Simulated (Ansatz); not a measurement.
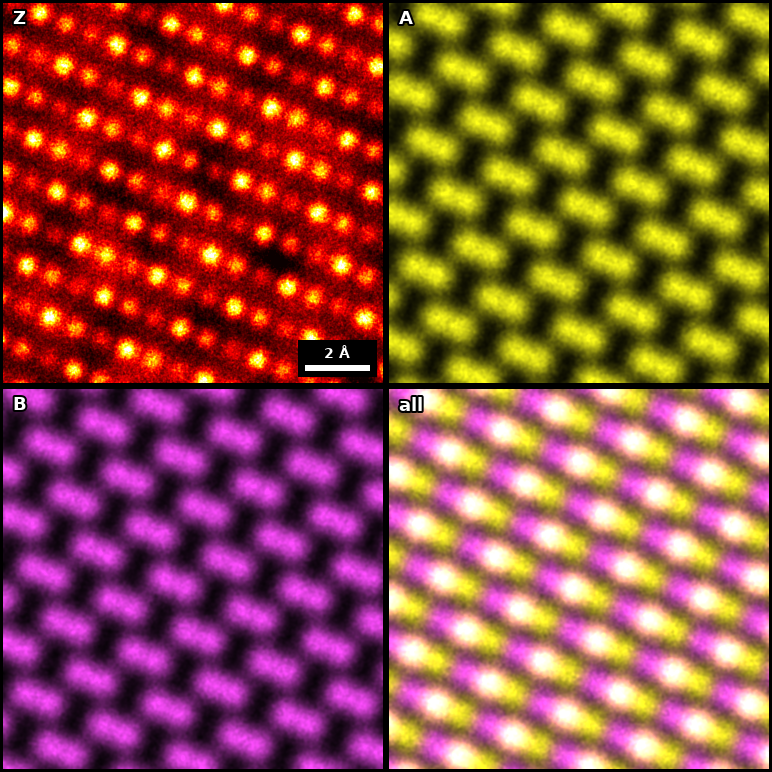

BN (P-6m2, No. 187) along [421]. Panel Z: Simulation: incoherent imaging, intensity Z^1.7 per atom, probe width 0.50 Å, thin sample. The probe carries 25 % of its weight in a tail 2.5 times as wide. Shot noise and the speckle of an amorphous layer were added. The other panels are simulated element maps (the number of atoms of one element along the beam, blurred by 0.9 Å, with counting noise; each on its own scale, no channelling); the last overlays them. Model: the end point of a relaxation with Ansatz 0.2.0, DFT, PBE-D3(BJ), plane waves, PAW.

```yaml
crystal:
  lattice:
    - [2.50612, 0.00000, 0.00000]
    - [-1.25306, 2.17037, 0.00000]
    - [0.00000, 0.00000, 6.59736]
  atoms:
    - { symbol: B, position: [0.00000, 0.00000, 0.50000] }
    - { symbol: B, position: [0.33333, 0.66667, 0.00000] }
    - { symbol: N, position: [0.00000, 0.00000, 0.00000] }
    - { symbol: N, position: [0.66667, 0.33333, 0.50000] }
```

### Which element does each lettered map show?

A: N, B: B. The projected cell (1.82 × 1.82 Å, 93°) holds 3 columns: 1 of N + B, 1 of B and 1 of N. Columns shared by several elements: N + B.
